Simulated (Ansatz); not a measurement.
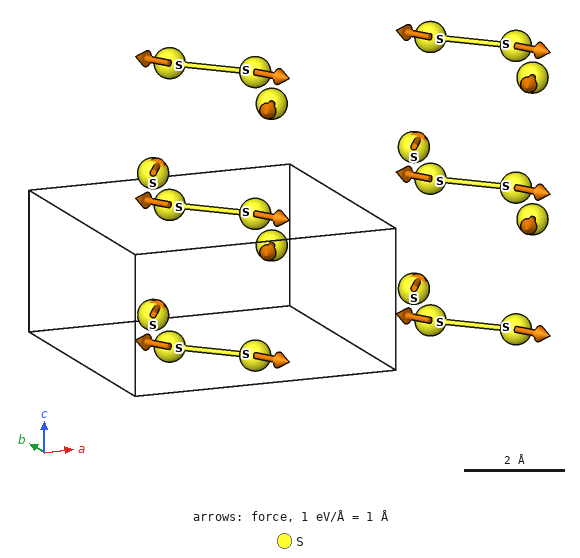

Starting geometry of crystalline S (set up in P4_2/mnm) (coarse preliminary run) with the computed forces as orange arrows. The picture is a ball-and-stick view of the cell of the calculation, repeated 2 × 1 × 2 with one cell outlined, seen slightly off an axis.

Case: as before, with the keys of group bands set back to the reference's.

Level of theory: DFT PBE, scalar-relativistic, plane waves, PAW (Ansatz). Set-up: plane-wave cutoff 420 eV; k-point mesh 2 × 1 × 5; occupations gaussian; smearing width 0.1 eV; no spin polarisation; atoms relaxed in a fixed cell; force threshold 0.09 eV/Å; at most 10 steps.

Question: Is this structure relaxed? If not, where do the atoms go?

Answer: It isn't relaxed: the largest force vector, on S atoms, is 0.90 eV/Å. The final displacements have little in common with the starting forces (cosine between the two patterns −0.09). The largest moves, 0.73 Å, are those of S atoms. The cell stays as it was. Some distances before and after: S–S 1.873 → 1.927 Å. The space group (tolerance 0.01 Å) goes from P4_2/mnm (No. 136) to Immm (No. 71). The energy falls by 177 meV per atom in 5 geometry steps. The largest force component goes from 0.78 to 0.029 eV/Å. The run took of the order of 10 core-seconds on a shared host.

Limits of the set-up: the k-point mesh is coarse for a cell with partly filled bands.
